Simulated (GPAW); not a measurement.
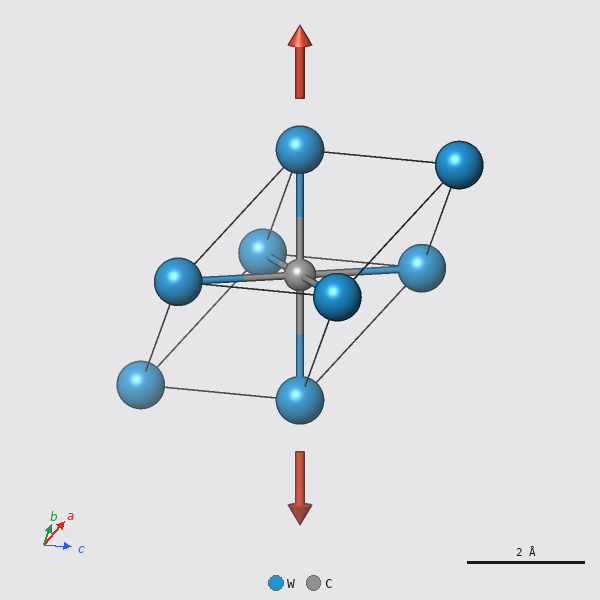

WC, rock salt (NaCl type), space group Fm-3m (No. 225). The run's cell of 2 atoms is drawn unstrained, with atoms on its boundary repeated; the arrows mark the Cartesian direction z, along which it is stretched or compressed while the other dimensions are held. The atoms keep their fractional positions. The cell is a structure listed in the Materials Project.

Alike in all runs: GPAW 26.7.0; functional PBEsol; potentials PAW data sets generated in the run's folder for this functional; cutoff 800 eV; k mesh 10 × 10 × 10 on the run's cell of 2 atoms; occupations fermi-dirac, width 0.05 eV; no spin polarisation; no spin-orbit coupling. Stress is positive in compression, averaged over the directions named.

| strain (%) | ΔE (meV/atom) | stress along z (GPa) | stress across, x/y (GPa) |
| --- | --- | --- | --- |
| −4 | 19.0 | 27.71 | -4.64 |
| −2 | ? | ? | ? |
| −1 | -4.5 | -2.93 | -9.24 |
| 0 | 0.0 | -10.76 | -10.76 |
| +1 | 9.1 | -17.41 | -12.36 |
| +2 | 22.3 | -23.32 | -13.86 |
| +4 | 59.5 | -33.09 | -16.58 |

How stiff is the crystal along the strain, and what belongs in the row left out?

The slope at zero strain is -755 GPa per unit strain, so the clamped-ion stiffness of this cell along z (C33 in these Cartesian axes) is about 760 GPa. The fit puts the stress at −2 % at 6.50 GPa. The run gave 6.25 GPa along, -7.83 GPa across and ΔE = -3.3 meV/atom.

At which strain does the stress along the strained direction vanish?

Near −1.3 %: the cell as given is stretched along it at this level of theory (-10.8 GPa), so the energy is least there and not at zero.

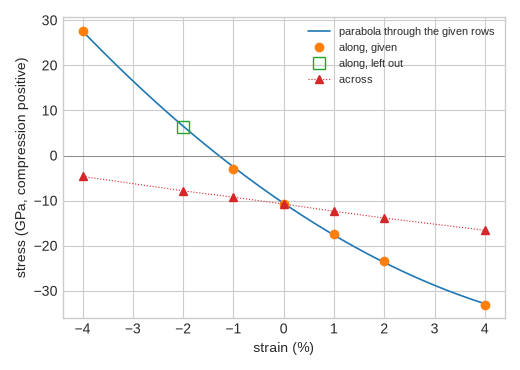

Stress against strain.

Caveat: the density grid can change from cell to cell, which puts small steps into energies and stress; the slope belongs to a cell under 11 GPa of tension, not to the crystal at rest; spin-orbit coupling is left out, which matters for W, if less for volumes and forces than for levels.
